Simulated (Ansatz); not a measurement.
# Dielectric response of ZnS (10-10) films, part 3 of 5

Wanted: ε of wurtzite ZnS (10-10) by finite fields on slabs, and the band edges against the vacuum where run.

Ansatz 0.2.0; plane-wave DFT, PBE, Ansatz PAW (the session's first sound run).

So far, gap on the k-mesh (eV): 2.25 in steps 2, 4, 5, 7 and 8.

## 10. Relaxing the film, 16 atoms, units 4

This step: plane-wave DFT, PBE, Ansatz PAW (Ansatz 0.2.0).

System of this step: ZnS (10-10), 4 units. The cell holds 16 atoms: 8 Zn and 8 S. Cell: a = 3.820 Å, b = 6.260 Å, c = 29.027 Å, α = 90.0°, β = 90.0°, γ = 90.0°. It derives from ZnS (wurtzite ZnS). Vacuum lies along c.

The next thickness, treated alike, so that differences show the interior and the faces cancel.

input.yaml

```yaml
crystal:
  lattice:
    - [3.82, 0.0, 0.0]
    - [0.0, 6.26, 0.0]
    - [0.0, 0.0, 29.0273901415]
  atoms:
    - { symbol: Zn, position: [0.0, 0.0, 0.3100519873] }
    - { symbol: S, position: [0.0, 0.375, 0.3100519873] }
    - { symbol: Zn, position: [0.5, 0.5, 0.3480415899] }
    - { symbol: S, position: [0.5, 0.875, 0.3480415899] }
    - { symbol: Zn, position: [0.5, 0.0, 0.4240207949] }
    - { symbol: S, position: [0.5, 0.375, 0.4240207949] }
    - { symbol: Zn, position: [0.0, 0.5, 0.4620103975] }
    - { symbol: S, position: [0.0, 0.875, 0.4620103975] }
    - { symbol: Zn, position: [0.0, 0.0, 0.5379896025] }
    - { symbol: S, position: [0.0, 0.375, 0.5379896025] }
    - { symbol: Zn, position: [0.5, 0.5, 0.5759792051] }
    - { symbol: S, position: [0.5, 0.875, 0.5759792051] }
    - { symbol: Zn, position: [0.5, 0.0, 0.6519584101] }
    - { symbol: S, position: [0.5, 0.375, 0.6519584101] }
    - { symbol: Zn, position: [0.0, 0.5, 0.6899480127] }
    - { symbol: S, position: [0.0, 0.875, 0.6899480127] }
kpoints:
  mp_grid: { grid: [8, 4, 1] }
hamiltonian:
  xc: pbe
scf:
  occupations: { method: fixed }
  convergence: { dr2_threshold: 1.0e-09 }
efield:
  axis: 3
  dipole_correction: true
  ramp_position: 0.97
  ramp_width: 0.06
relax:
  f_tol: 0.003
  max_steps: 100
output:
  write_potential: true
  write_density: true
  volumetric_format: npy
```

Run with:

```console
ansatz run input.yaml --threads 4 --pin off --max-ram 8192MiB --backend cpu --events-out ev --progress --plain --runs-dir out
```

Numbers of over 12 decimals in the logs are rounded to 6 here.

The log of the run:

```text
[...]
Crystal: 16 atoms, lattice volume = 694.138 Å³
Basis set: ecut = 420 eV, 13601 PW (Γ), exchange–correlation on 54×90×400 points (8 copies of the dense FFT grid, shifted against one another)
Bands: 88, of which v1, the nominal top of the filled ones, is band 72 counted from 1 (71 counted from 0)
Symmetry: 2 space group operations
[...]
- { symbol: Zn, position: [0.0, -0.010210, 0.539927] }
    - { symbol: S, position: [0.0, 0.366486, 0.537069] }
    - { symbol: Zn, position: [0.5, 0.493705, 0.574833] }
    - { symbol: S, position: [0.5, 0.868928, 0.578845] }
    - { symbol: Zn, position: [0.5, -0.016456, 0.658251] }
    - { symbol: S, position: [0.5, 0.367756, 0.652664] }
    - { symbol: Zn, position: [0.0, 0.546584, 0.674434] }
    - { symbol: S, position: [0.0, 0.883209, 0.698317] }
[key lines of the parts left out:]
SCF converged after 6 iterations
Free energy (F): -33780.679695 eV
Fermi energy:    -0.600370 eV
Dipole field:    D = -0.000000 V/Å  (p = -0.000000 e·Å, saw-weighted, corrected)
Work function:   Φ+ = 5.9773 eV   Φ− = 5.9773 eV
```

Elapsed: 3.4 min, on 4 threads of Arm Neoverse V2, shared host; peak memory 1.7 GiB; 14 min of CPU time.

Step by step:

```csv
step,energy less that of the first step (eV),largest force component (eV/Å)
1,0.0000,1.1462
2,-0.6807,0.7213
3,-0.9912,0.2972
4,-1.0453,0.0666
5,-1.0477,0.0562
6,-1.0503,0.0177
7,-1.0504,0.0045
8,-1.0505,0.0007
```

Forces are held to the 2 operations that the run works with; a distortion that breaks them can't arise in this run.

The atoms that moved most (Å):

```csv
atom,dx,dy,dz,length
Zn1,0.000,0.292,0.450,0.537
Zn15,0.000,0.292,-0.450,0.537
S2,0.000,0.051,-0.243,0.248
S16,0.000,0.051,0.243,0.248
Zn13,0.000,-0.103,0.183,0.210
Zn3,0.000,-0.103,-0.183,0.210
S6,0.000,-0.038,-0.083,0.091
S12,0.000,-0.038,0.083,0.091
```

Final coordinates:

```cif
data_structure
_symmetry_space_group_name_H-M 'P 1'
_symmetry_Int_Tables_number 1
_cell_length_a 3.8200
_cell_length_b 6.2600
_cell_length_c 29.0274
_cell_angle_alpha 90.000
_cell_angle_beta 90.000
_cell_angle_gamma 90.000
_cell_volume 694.14
loop_
_atom_site_label
_atom_site_type_symbol
_atom_site_fract_x
_atom_site_fract_y
_atom_site_fract_z
_atom_site_occupancy
Zn1 Zn 0.00000 0.04658 0.32557 1
S2 S 0.00000 0.38321 0.30168 1
Zn3 Zn 0.50000 0.48354 0.34175 1
S4 S 0.50000 0.86776 0.34734 1
Zn5 Zn 0.50000 0.99371 0.42517 1
S6 S 0.50000 0.36893 0.42116 1
Zn7 Zn 0.00000 0.48979 0.46007 1
S8 S 0.00000 0.86649 0.46293 1
Zn9 Zn 0.00000 0.98979 0.53993 1
S10 S 0.00000 0.36649 0.53707 1
Zn11 Zn 0.50000 0.49371 0.57483 1
S12 S 0.50000 0.86893 0.57884 1
Zn13 Zn 0.50000 0.98354 0.65825 1
S14 S 0.50000 0.36776 0.65266 1
Zn15 Zn 0.00000 0.54658 0.67443 1
S16 S 0.00000 0.88321 0.69832 1
```

The relaxation took 8 steps and lowered the energy by 1.1 eV; the largest force on the free atoms ends at 6.5e-4 eV/Å.

The gap is 2.20 eV, with the valence edge 5.98 eV and the conduction edge 3.78 eV under the upper vacuum level.

## 11. Single point on the relaxed film, 16 atoms, units 4

The next thickness, treated alike, so that differences show the interior and the faces cancel.

input.yaml

```yaml
crystal:
  lattice:
    - [3.82, 0.0, 0.0]
    - [0.0, 6.26, 0.0]
    - [0.0, 0.0, 29.0273901415]
  atoms:
    - { symbol: Zn, position: [0.0, 0.0465835038, 0.3255663007] }
    - { symbol: S, position: [0.0, 0.3832090015, 0.3016826494] }
    - { symbol: Zn, position: [0.5, 0.4835435464, 0.3417488536] }
    - { symbol: S, position: [0.5, 0.8677560179, 0.3473364889] }
    - { symbol: Zn, position: [0.5, -0.0062947463, 0.4251669286] }
    - { symbol: S, position: [0.5, 0.3689276454, 0.4211550919] }
    - { symbol: Zn, position: [0.0, 0.4897895128, 0.4600733612] }
    - { symbol: S, position: [0.0, 0.8664855259, 0.4629307091] }
    - { symbol: Zn, position: [0.0, -0.01021049, 0.5399266379] }
    - { symbol: S, position: [0.0, 0.3664855255, 0.5370692903] }
    - { symbol: Zn, position: [0.5, 0.4937052536, 0.5748330724] }
    - { symbol: S, position: [0.5, 0.8689276459, 0.5788449072] }
    - { symbol: Zn, position: [0.5, -0.0164564578, 0.6582511475] }
    - { symbol: S, position: [0.5, 0.3677560147, 0.6526635107] }
    - { symbol: Zn, position: [0.0, 0.5465835018, 0.6744337] }
    - { symbol: S, position: [0.0, 0.8832089989, 0.6983173507] }
kpoints:
  mp_grid: { grid: [8, 4, 1] }
hamiltonian:
  xc: pbe
scf:
  occupations: { method: fixed }
  convergence: { dr2_threshold: 1.0e-09 }
efield:
  axis: 3
  dipole_correction: true
  ramp_position: 0.97
  ramp_width: 0.06
output:
  eigenvalues: true
  write_potential: true
  write_density: true
  volumetric_format: npy
  elf: true
```

The log of the run:

```text
[...]
Crystal: 16 atoms, lattice volume = 694.138 Å³
Basis set: ecut = 420 eV, 13601 PW (Γ)
Bands: 88, of which v1, the nominal top of the filled ones, is band 72 counted from 1 (71 counted from 0)
Symmetry: 2 space group operations
k-points: 15 of 32 (time reversal used)
[...]
k-point 1: bands = [... 68 lower, -1.0897, -1.0610, -0.8703, -0.7535, 2.3239, 2.5062, 2.7985, 2.8157, ... 12 higher]
  k-point 2: bands = [... 68 lower, -1.1176, -1.1176, -1.0322, -1.0322, 2.7205, 2.7205, 2.8998, 2.8998, ... 12 higher]
  k-point 14: bands = [... 68 lower, -2.0464, -2.0464, -1.7540, -1.7540, 2.8303, 2.8304, 3.1870, 3.1870, ... 12 higher]
[key lines of the parts left out:]
SCF converged after 10 iterations
Free energy (F): -33780.679953 eV
Fermi energy:    -0.600310 eV
Dipole field:    D = -0.000000 V/Å  (p = -0.000001 e·Å, saw-weighted, corrected)
Work function:   Φ+ = 5.9772 eV   Φ− = 5.9772 eV
```

The job ended after 43 s (4 threads; peak memory 2 GiB; 2.8 min of CPU time).

The gap is 2.20 eV, with the valence edge 5.98 eV and the conduction edge 3.78 eV under the upper vacuum level.

## 12. Atoms held, 16 atoms, units 4, field 0.05 V/Å

Edit input.yaml of step 11 so:

```diff
@@ -28,3 +28,3 @@
   occupations: { method: fixed }
-  convergence: { dr2_threshold: 1.0e-09 }
+  convergence: { dr2_threshold: 1.0e-10 }
 efield:
@@ -34,4 +34,4 @@
   ramp_width: 0.06
+  amplitude: 0.05
 output:
-  eigenvalues: true
   write_potential: true
@@ -39,2 +39 @@
   volumetric_format: npy
-  elf: true
```

The log of the run:

```text
[...]
Crystal: 16 atoms, lattice volume = 694.138 Å³
Basis set: ecut = 420 eV, 13601 PW (Γ)
Bands: 88, of which v1, the nominal top of the filled ones, is band 72 counted from 1 (71 counted from 0)
Symmetry: 2 space group operations
k-points: 15 of 32 (time reversal used)
[...]
k-point 0: bands = [... 68 lower, -1.0104, -0.8318, -0.7109, -0.5887, 1.5986, 2.1452, 2.7389, 2.8540, ... 12 higher]
  k-point 1: bands = [... 68 lower, -1.0953, -1.0504, -0.8792, -0.7434, 2.3171, 2.5112, 2.7928, 2.8202, ... 12 higher]
  k-point 2: bands = [... 68 lower, -1.1501, -1.0840, -1.0680, -0.9952, 2.6952, 2.7427, 2.8751, 2.9231, ... 12 higher]
  k-point 14: bands = [... 68 lower, -2.0382, -2.0143, -1.7975, -1.7100, 2.8103, 2.8485, 3.1816, 3.1901, ... 12 higher]
[key lines of the parts left out:]
SCF converged after 15 iterations
Free energy (F): -33780.681814 eV
Fermi energy:    -0.588718 eV
Dipole field:    D = 0.019410 V/Å  (p = 0.074459 e·Å, saw-weighted, corrected)
```

Run time: 51 s. Hardware: 4 threads; peak memory 1.9 GiB.

The dipole is 0.0745 e·Å, and the gap on the mesh 2.187 eV.

## 13. Atoms held, 16 atoms, units 4, field -0.05 V/Å

Edit input.yaml of step 12 so:

```diff
@@ -34,3 +34,3 @@
   ramp_width: 0.06
-  amplitude: 0.05
+  amplitude: -0.05
 output:
```

The log of the run:

```text
[...]
Crystal: 16 atoms, lattice volume = 694.138 Å³
Basis set: ecut = 420 eV, 13601 PW (Γ)
Bands: 88, of which v1, the nominal top of the filled ones, is band 72 counted from 1 (71 counted from 0)
Symmetry: 2 space group operations
k-points: 15 of 32 (time reversal used)
[...]
k-point 0: bands = [... 68 lower, -1.0104, -0.8318, -0.7109, -0.5887, 1.5986, 2.1452, 2.7389, 2.8540, ... 12 higher]
  k-point 1: bands = [... 68 lower, -1.0953, -1.0504, -0.8792, -0.7434, 2.3171, 2.5112, 2.7928, 2.8202, ... 12 higher]
  k-point 2: bands = [... 68 lower, -1.1501, -1.0840, -1.0680, -0.9952, 2.6952, 2.7427, 2.8752, 2.9231, ... 12 higher]
  k-point 14: bands = [... 68 lower, -2.0382, -2.0143, -1.7975, -1.7100, 2.8103, 2.8485, 3.1816, 3.1902, ... 12 higher]
[key lines of the parts left out:]
SCF converged after 15 iterations
Free energy (F): -33780.681814 eV
Fermi energy:    -0.588718 eV
Dipole field:    D = -0.019410 V/Å  (p = -0.074459 e·Å, saw-weighted, corrected)
```

It took 51 s on 4 threads; peak memory 1.9 GiB.

The dipole is -0.0745 e·Å, and the gap on the mesh 2.187 eV.

## 14. Response with the atoms held, 16 atoms, units 4

This step: plane-wave DFT, PBE, Ansatz PAW; response to a field along the normal, atoms held (Ansatz 0.2.0).

Local field over the applied field, running mean. From the potentials at -0.05 and 0.05 V/Å; running mean over 3.308 Å, taken twice. Local field over applied field against z:

```csv
z (Å),local field over applied field
4,0.977
6,0.896
8,0.533
10,0.220
12,0.167
14,0.169
16,0.169
18,0.174
20,0.336
22,0.736
24,0.972
```

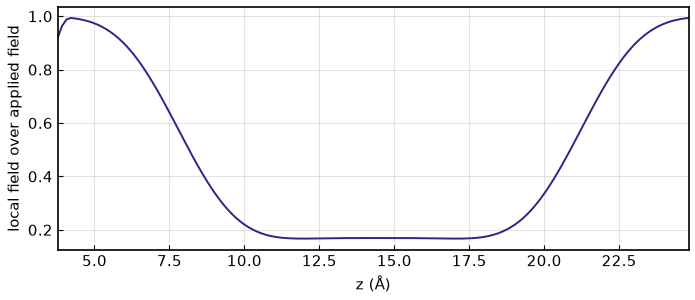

Local field over applied field, plotted against z.

The induced dipole is that of a conductor 11.27 Å thick.

## 15. Relaxation, 24 atoms, units 6

This step: plane-wave DFT, PBE, Ansatz PAW (Ansatz 0.2.0).

System of this step: ZnS (10-10), 6 units. The cell holds 24 atoms: 12 Zn and 12 S. Cell: a = 3.820 Å, b = 6.260 Å, c = 35.644 Å, α = 90.0°, β = 90.0°, γ = 90.0°. It derives from ZnS (wurtzite ZnS). Vacuum lies along c.

The next thickness, treated alike, so that differences show the interior and the faces cancel.

input.yaml

```yaml
crystal:
  lattice:
    - [3.82, 0.0, 0.0]
    - [0.0, 6.26, 0.0]
    - [0.0, 0.0, 35.6438242264]
  atoms:
    - { symbol: Zn, position: [0.0, 0.0, 0.2524981591] }
    - { symbol: S, position: [0.0, 0.375, 0.2524981591] }
    - { symbol: Zn, position: [0.5, 0.5, 0.2834358892] }
    - { symbol: S, position: [0.5, 0.875, 0.2834358892] }
    - { symbol: Zn, position: [0.5, 0.0, 0.3453113494] }
    - { symbol: S, position: [0.5, 0.375, 0.3453113494] }
    - { symbol: Zn, position: [0.0, 0.5, 0.3762490795] }
    - { symbol: S, position: [0.0, 0.875, 0.3762490795] }
    - { symbol: Zn, position: [0.0, 0.0, 0.4381245398] }
    - { symbol: S, position: [0.0, 0.375, 0.4381245398] }
    - { symbol: Zn, position: [0.5, 0.5, 0.4690622699] }
    - { symbol: S, position: [0.5, 0.875, 0.4690622699] }
    - { symbol: Zn, position: [0.5, 0.0, 0.5309377301] }
    - { symbol: S, position: [0.5, 0.375, 0.5309377301] }
    - { symbol: Zn, position: [0.0, 0.5, 0.5618754602] }
    - { symbol: S, position: [0.0, 0.875, 0.5618754602] }
    - { symbol: Zn, position: [0.0, 0.0, 0.6237509205] }
    - { symbol: S, position: [0.0, 0.375, 0.6237509205] }
    - { symbol: Zn, position: [0.5, 0.5, 0.6546886506] }
    - { symbol: S, position: [0.5, 0.875, 0.6546886506] }
    - { symbol: Zn, position: [0.5, 0.0, 0.7165641108] }
    - { symbol: S, position: [0.5, 0.375, 0.7165641108] }
    - { symbol: Zn, position: [0.0, 0.5, 0.7475018409] }
    - { symbol: S, position: [0.0, 0.875, 0.7475018409] }
kpoints:
  mp_grid: { grid: [8, 4, 1] }
hamiltonian:
  xc: pbe
scf:
  occupations: { method: fixed }
  convergence: { dr2_threshold: 1.0e-09 }
efield:
  axis: 3
  dipole_correction: true
  ramp_position: 0.97
  ramp_width: 0.06
relax:
  f_tol: 0.003
  max_steps: 100
output:
  write_potential: true
  write_density: true
  volumetric_format: npy
```

The log of the run:

```text
[...]
Crystal: 24 atoms, lattice volume = 852.358 Å³
Basis set: ecut = 420 eV, 16743 PW (Γ), exchange–correlation on 54×90×480 points (8 copies of the dense FFT grid, shifted against one another)
Bands: 132, of which v1, the nominal top of the filled ones, is band 108 counted from 1 (107 counted from 0)
Symmetry: 2 space group operations
[...]
- { symbol: Zn, position: [0.0, -0.00829052, 0.626072] }
    - { symbol: S, position: [0.0, 0.368876, 0.624434] }
    - { symbol: Zn, position: [0.5, 0.496656, 0.655108] }
    - { symbol: S, position: [0.5, 0.871774, 0.657966] }
    - { symbol: Zn, position: [0.5, -0.013806, 0.722632] }
    - { symbol: S, position: [0.5, 0.370542, 0.718421] }
    - { symbol: Zn, position: [0.0, 0.549385, 0.736088] }
    - { symbol: S, position: [0.0, 0.886342, 0.755316] }
[key lines of the parts left out:]
SCF converged after 6 iterations
Free energy (F): -50671.586083 eV
Fermi energy:    0.581903 eV
Dipole field:    D = 0.000000 V/Å  (p = 0.000000 e·Å, saw-weighted, corrected)
Work function:   Φ+ = 5.9891 eV   Φ− = 5.9891 eV
```

Run time: 7.2 min. Hardware: 4 threads; peak memory 2.8 GiB.

Relaxation path:

```csv
step,energy less that of the first step (eV),largest force component (eV/Å)
1,0.0000,1.1442
2,-0.6764,0.7299
3,-1.0009,0.2958
4,-1.0566,0.0643
5,-1.0604,0.0387
6,-1.0612,0.0137
7,-1.0613,0.0037
8,-1.0613,0.0004
```

Forces are held to the 2 operations that the run works with; a distortion that breaks them can't arise in this run.

The atoms that moved most (Å):

```csv
atom,dx,dy,dz,length
Zn1,0.000,0.309,0.407,0.511
Zn23,0.000,0.309,-0.407,0.511
S2,0.000,0.071,-0.279,0.287
S24,0.000,0.071,0.279,0.287
Zn21,0.000,-0.086,0.216,0.233
Zn3,0.000,-0.086,-0.216,0.233
S6,0.000,-0.020,-0.117,0.119
S20,0.000,-0.020,0.117,0.119
```

Running mean over 3.308 Å of the planar mean; the ramp of the sawtooth is left out. Table of electron's electrostatic potential energy less the highest filled level by z:

```csv
z (Å),electron's electrostatic potential energy less the highest filled level (eV)
4,5.99
6,5.90
8,1.43
10,-2.40
12,-2.33
14,-2.33
16,-2.41
18,-2.31
20,-2.37
22,-2.35
24,-2.42
26,-2.31
28,2.84
30,5.96
32,5.99
```

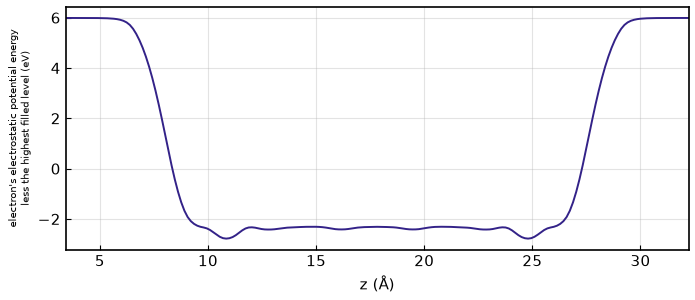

Electron's electrostatic potential energy less the highest filled level, plotted against z.

The relaxation took 8 steps and lowered the energy by 1.1 eV; the largest force on the free atoms ends at 4.4e-4 eV/Å.

The gap is 2.16 eV, with the valence edge 5.99 eV and the conduction edge 3.83 eV under the upper vacuum level.

## 16. Side by side

Times are for 4 threads of Arm Neoverse V2, shared host. Results by setting:

```csv
no.,units,gap by band count (eV),"ionisation energy, upper face (eV)","electron affinity, upper face (eV)",time,memory (GiB)
1,3,2.250,5.973,3.723,2 min,1.3
2,4,2.201,5.977,3.776,3.4 min,1.7
3,6,2.160,5.989,3.829,7.2 min,2.8
```

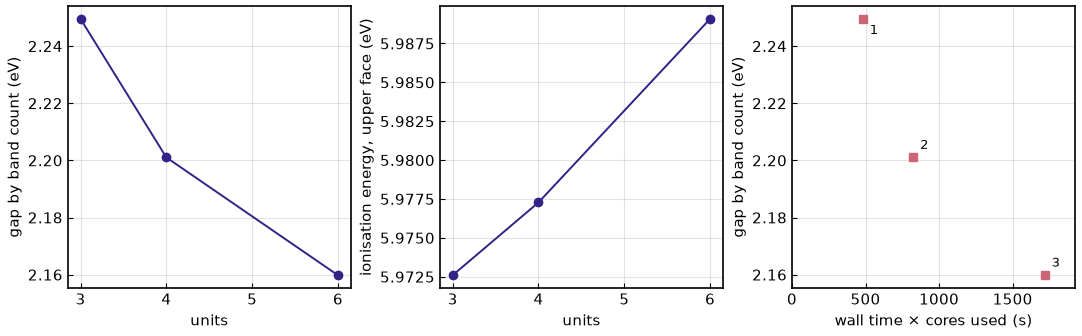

The series as plots; the last panel sets the first result against cost, with the runs numbered as in the table.

The valence density, planar mean (3) oscillates, so the rows of the table below give means over windows of 2.86 Å about each position, cut where the curve ends. Its maxima inside the range that stand out by 2 % of the span (Å: e/Å³): 9.6: 1.08, 12.4: 0.886, 13.3: 0.886, 16.1: 1.08. Its minima: 11.1: 0.121, 12.9: 0.517, 14.6: 0.121.

The runs together. Table of valence density, planar mean by z; means over each step:

```csv
z (Å),3 (e/Å³),4 (e/Å³),6 (e/Å³)
4.29,1.4e-5,1.5e-5,1.7e-5
7.15,0.0425,0.0438,0.0465
10.01,0.496,0.496,0.494
12.87,0.504,0.504,0.503
15.73,0.496,0.491,0.492
18.59,0.0411,0.485,0.425
21.45,1.3e-5,0.0865,0.415
24.31,0,5.6e-5,0.383
```

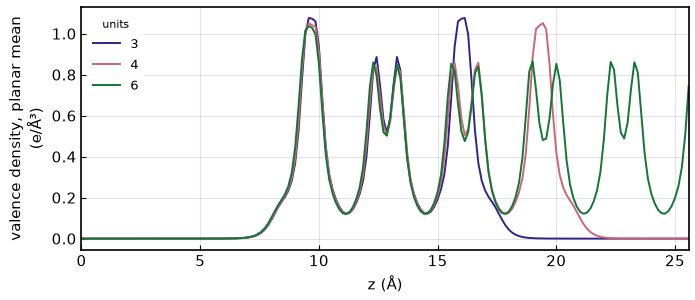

Valence density, planar mean, plotted against z.

[end of part 3 of 5]

[Logs are printed without paths, hosts, clocks, repeated set-up lines and the standing remarks that a program may print on its own settings, such as how far it seeks lower states.]

[Hosts, paths, dates, database ids (printed as entryN), source tags and the programs' standing remarks are cut or masked in the printed files.]

[Maps of the electrostatic potential energy from Ansatz leave out the sawtooth potential of an applied field or a dipole correction, so their vacuum need not be flat; planar profiles and work functions include it.]
